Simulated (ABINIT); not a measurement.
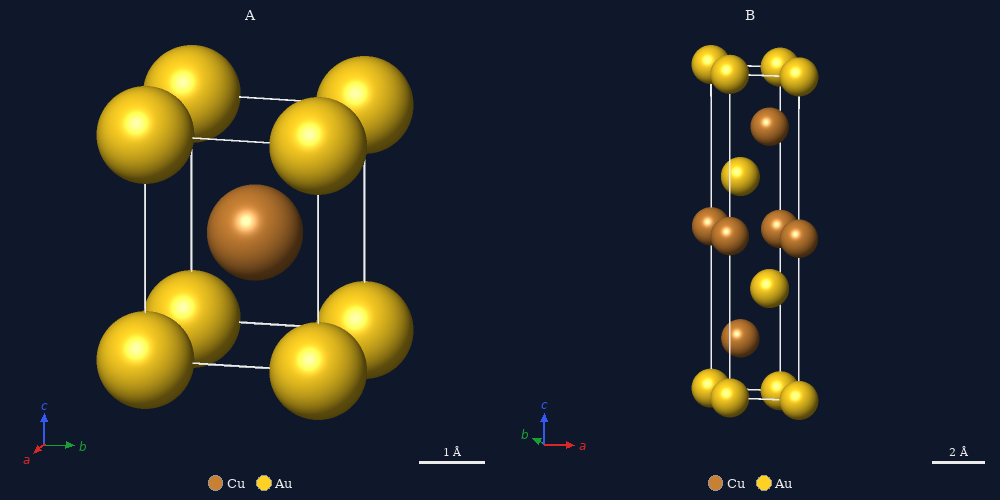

Two structures of CuAu, each relaxed (cell and atoms) at zero pressure; conventional cells in solid outline, small ones repeated, each panel with its own scale. Alike in all runs: ABINIT 10.8.3 (patched build); functional LDA; potentials JTH PAW LDA v2.0; cutoff 707 eV; occupations fermi-dirac, width 0.05 eV; no spin polarisation; no spin-orbit coupling. The k meshes have like spacings.

**Give the type and space group of each panel.**

A: CuAu (L1₀) type, P4/mmm; B: 6 atoms a cell on a rhombohedral (trigonal R) lattice, R-3m.

**Rank them by energy, lowest first.**

A, then B (+88 meV/atom), static energies at zero smearing.

**Collect the results in a table.**

| panel | space group | E − E(lowest) (meV/atom) | volume (Å³/atom) |
| --- | --- | --- | --- |
| A | P4/mmm | 0 | 13.8 |
| B | R-3m | 88 | 14.1 |

The starts are database entries or structure types tried for this composition, and the most stable form need not be among them.

Caveat: spin-orbit coupling is left out, which matters for Au, if less for volumes and forces than for levels.
